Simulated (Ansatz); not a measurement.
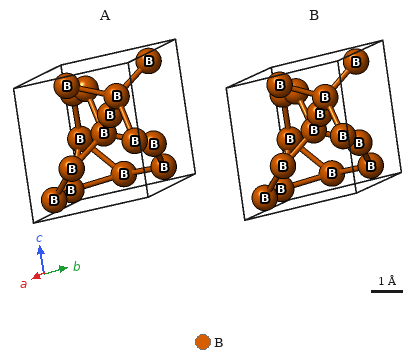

Two geometries of a crystal of B (built on the database_166 type) (coarse preliminary run), drawn at one scale. One is the start of a relaxation, the other its converged end. A ball-and-stick model of the cell of the calculation (origin shifted), seen from a free direction.

Level of theory: DFT PBEsol, scalar-relativistic, plane waves, PAW (Ansatz 0.2.0). (plane-wave cutoff 420 eV; k-point mesh 6 × 6 × 6; occupations gaussian; smearing width 0.1 eV; no spin polarisation; cell and atoms relaxed; force threshold 0.04 eV/Å; at most 70 steps)

> Which geometry has the lower energy?

Structure A is the relaxed one. Case: structure reported for this formula (R-3m, No. 166). The energy falls by 1.646 eV per cell of the calculation in 5 accepted moves (7 points after the start). Largest force component: 5.1 eV/Å at the start, 0.0098 eV/Å at the end. Pressure: 18.97 GPa at the start and 0.16 GPa at the end. The line search rejected the trial step at point 5 of the run. The SCF was repeated once at an unchanged geometry on a basis and grid sized afresh for the cell, which shifted the energy by 18.9 meV per cell of the calculation at most. The largest moves relative to the cell, 0.20 Å, are those of B atoms. The volume changes by +5.6 %, with a = b = c 5.161 → 5.191 Å (+0.6 %), α 65.6° → 67.7°, β 65.6° → 67.7°, γ 65.6° → 67.7°. Some distances before and after: B–B 1.439 → 1.619 Å, B–B 1.598 → 1.688 Å, B–B 1.810 → 1.872 Å, B–B 1.800 → 1.776 Å. Among the angles between lasting bonds that change: B–B–B 119.5° → 109.4°, B–B–B 99.6° → 90.9°, B–B–B 121.4° → 128.1°. The space group stays R-3m (No. 166). The run took roughly 30 core-seconds on a shared host.
